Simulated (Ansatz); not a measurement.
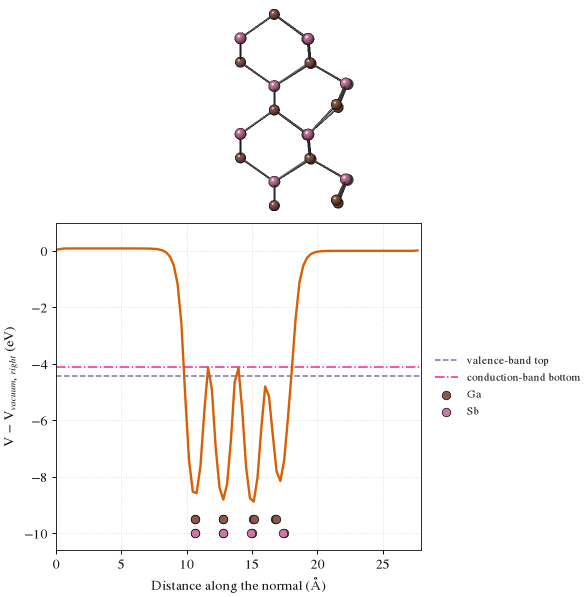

Plane-averaged electrostatic potential energy of an electron across the slab; circles at the bottom mark the heights of the atoms. The structure is drawn too.

The Ansatz input:

```
crystal:
  lattice:
    - [8.6680824697, 0.0, 0.0]
    - [0.0, 6.1292598942, 0.0]
    - [0.0, 0.0, 27.9539618523]
  atoms:
    - { symbol: Ga, position: [0.25, 0.5, 0.2861848365] }
    - { symbol: Ga, position: [0.75, 0.5, 0.2861848365] }
    - { symbol: Sb, position: [0.5, 0.25, 0.2861848365] }
    - { symbol: Sb, position: [0.0, 0.25, 0.2861848365] }
    - { symbol: Ga, position: [0.5, 0.0, 0.3637058915] }
    - { symbol: Ga, position: [0.0, 0.0, 0.3637058915] }
    - { symbol: Sb, position: [0.75, 0.75, 0.3637058915] }
    - { symbol: Sb, position: [0.25, 0.75, 0.3637058915] }
    - { symbol: Ga, position: [0.7494851031, 0.5045618864, 0.4451564794] }
    - { symbol: Ga, position: [0.2506368094, 0.5128001424, 0.4476070339] }
    - { symbol: Sb, position: [0.0010101503, 0.2567638099, 0.4418047764] }
    - { symbol: Sb, position: [0.4985628945, 0.2581039318, 0.4396551284] }
    - { symbol: Ga, position: [0.0034110862, -0.0582769651, 0.505981128] }
    - { symbol: Ga, position: [0.5020906883, -0.027451136, 0.5100533362] }
    - { symbol: Sb, position: [0.2549210558, 0.730176666, 0.5314992223] }
    - { symbol: Sb, position: [0.7482853033, 0.7241410868, 0.5277122208] }
basis:
  ecutwfc: 420
kpoints:
  mp_grid: { grid: [2, 3, 1] }
hamiltonian:
  xc: pbe
  dispersion: d3bj
scf:
  occupations: { method: gaussian, width: 0.1 }
output:
  forces: true
  eigenvalues: true
  write_density: true
  volumetric_format: npy
efield:
  axis: 3
  dipole_correction: true
  ramp_width: 0.04
```

Command:
```bash
ansatz run input.yaml --threads 4 --pin off --max-ram 10240MiB --backend cpu --events-out ev --progress --plain --runs-dir out
```

### What are the ionisation potential and the electron affinity of the slab?

From the vacuum level at the right face the ionisation potential is 4.43 eV and the electron affinity 4.12 eV; at the left face they are 4.51 and 4.21 eV. The slab's gap, their difference before rounding, is 0.31 eV.

### How thick are slab and vacuum?

The outermost atoms are 6.9 Å apart, which leaves 21.1 Å of vacuum in a cell 28.0 Å high.

The atoms aren't at rest in this cell (largest force 1.1 eV/Å), so the relaxed material can differ. Spin-orbit coupling is left out, which matters for Sb.
